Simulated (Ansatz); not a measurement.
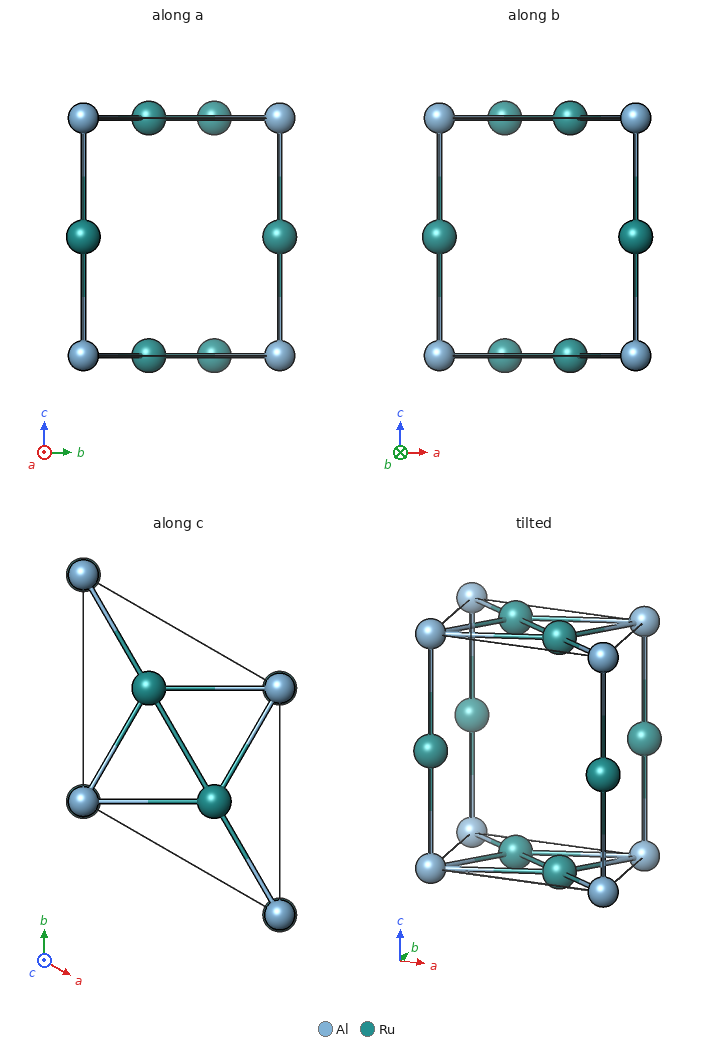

The figure gives a ball-and-stick picture of the atoms, viewed along the a axis, along the b axis, along the c axis and slightly off an axis. Atoms at the boundary of the conventional unit cell (the box) are drawn once for each face, edge or corner they touch.

Lattice parameters: a = 4.326 Å, b = 4.326 Å, c = 4.533 Å, α = 90.00°, β = 90.00°, γ = 120.00°.

Give the structure in the form of a table of Wyckoff sites.

Space group P6/mmm (No. 191).
| atom | site | x | y | z |
| --- | --- | --- | --- | --- |
| Al | 1a | 0.0000 | 0.0000 | 0.0000 |
| Ru | 1b | 0.0000 | 0.0000 | 0.5000 |
| Ru | 2c | 0.3333 | 0.6667 | 0.0000 |

Origin of the cell: a structure type filled with these elements by a generator (whether the compound takes this form wasn't checked). The structure drawn was relaxed with Ansatz 0.2.0, DFT PBE, scalar-relativistic, plane waves, PAW.
